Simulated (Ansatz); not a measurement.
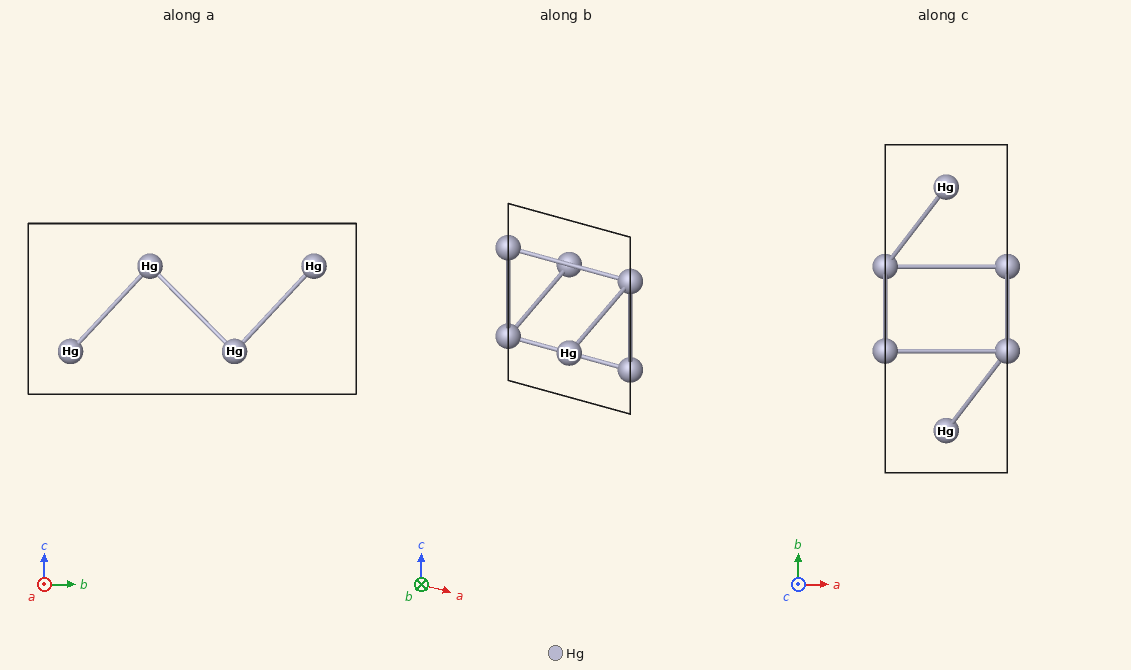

View along the a axis, along the b axis and along the c axis, drawn as a ball-and-stick model. The edges of the conventional unit cell are marked.

Lattice parameters: a = 3.1328 Å, b = 8.1071 Å, c = 4.3723 Å, α = 90.000°, β = 105.419°, γ = 90.000°.

**Express the structure as a CIF with its space group and independent sites, with free fractional coordinates to two decimals.**

```cif
data_structure
_symmetry_space_group_name_H-M 'C 2/c'
_symmetry_Int_Tables_number 15
_cell_length_a 3.1328
_cell_length_b 8.1071
_cell_length_c 4.3723
_cell_angle_alpha 90.000
_cell_angle_beta 105.419
_cell_angle_gamma 90.000
_cell_volume 107.05
loop_
_atom_site_label
_atom_site_type_symbol
_atom_site_symmetry_multiplicity
_atom_site_Wyckoff_symbol
_atom_site_fract_x
_atom_site_fract_y
_atom_site_fract_z
_atom_site_occupancy
Hg1 Hg 4 e 0.00 0.37 0.75 1
```

The starting point was a structure type filled with this element by a generator (whether the element takes this form wasn't checked). Earlier steps of the study may have refined or changed the cell and positions. Ansatz was used for an electronic-structure calculation on it.
